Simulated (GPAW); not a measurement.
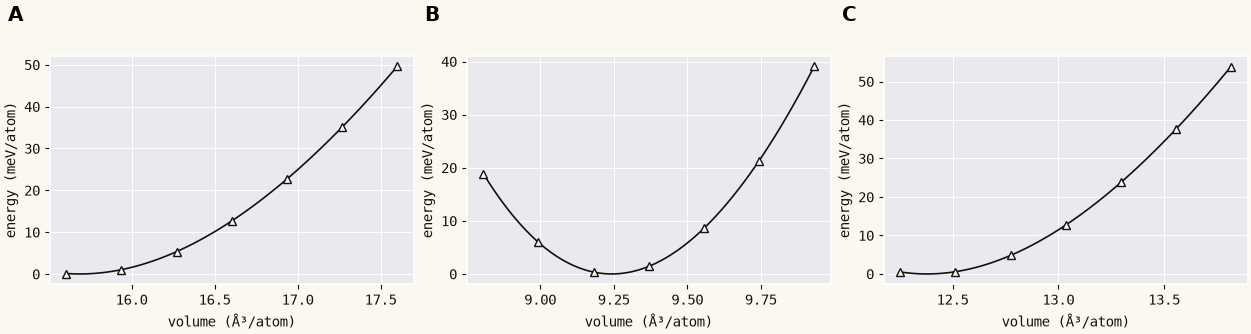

Each panel shows the energy against volume for one of these solids: Al, Fm-3m (No. 225); C, Cmme (No. 67); CdF₂, Fm-3m (No. 225).

Method: PAW DFT in plane waves, on a grid or in atomic orbitals, no spin polarisation; energies at scaled volumes of the given cell, shape and fractions fixed, counted from the fit's minimum, third-order Birch-Murnaghan fit (GPAW 26.7.0). Level: LDA.

Question: Which panel belongs to which solid?

Answer: A is Al (energy from 0.11 meV/atom to 49.60 meV/atom, V0 15.69 Å³/atom, B0 84.3 GPa); B is C (energy from 0.35 meV/atom to 39.07 meV/atom, V0 9.243 Å³/atom, B0 273 GPa); C is CdF₂ (energy from 0.53 meV/atom to 53.90 meV/atom, V0 12.38 Å³/atom, B0 130 GPa).

For C, limits of the calculation: shape and atomic fractions are frozen while scaling, which makes layered, chain and framework solids too stiff.
